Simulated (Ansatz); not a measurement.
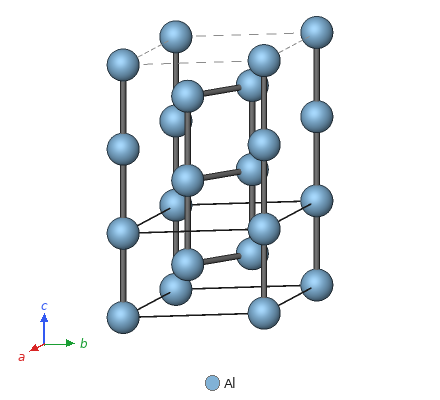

Al (P6/mmm, No. 191): the geometry relaxed with Ansatz, DFT PBE, scalar-relativistic, plane waves, PAW; the starting structure was generated, so it need not be a known form of this composition.

```cif
data_structure
_symmetry_space_group_name_H-M 'P 1'
_symmetry_Int_Tables_number 1
_cell_length_a 4.6147
_cell_length_b 4.6147
_cell_length_c 2.7898
_cell_angle_alpha 90.000
_cell_angle_beta 90.000
_cell_angle_gamma 120.000
_cell_volume 51.45
loop_
_atom_site_label
_atom_site_type_symbol
_atom_site_fract_x
_atom_site_fract_y
_atom_site_fract_z
_atom_site_occupancy
Al1 Al 0.33333 0.66667 0.50000 1
Al2 Al 0.00000 0.00000 0.00000 1
Al3 Al 0.66667 0.33333 0.50000 1
```

### What will a HAADF-like image along [102] show? Simulation: incoherent imaging, intensity Z^1.7 per atom, probe width 0.68 Å, thin sample. The probe carries 25 % of its weight in a tail 2.5 times as wide. The display is stretched by a gamma of 0.8; percentages refer to the linear signal. Shot noise was added.

The columns repeat on a rectangular net of 1.78 × 4.00 Å (plane group p2mm). All columns are alike (Al). The shortest distance between visible columns is 1.33 Å in projection. Along the beam the structure repeats every 7.24 Å.

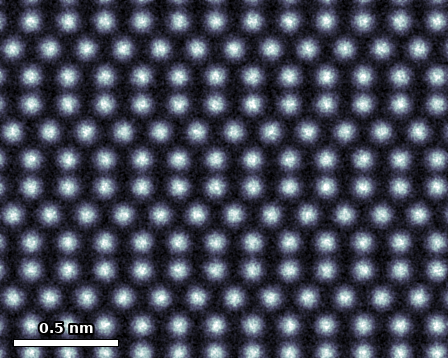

The simulated image.
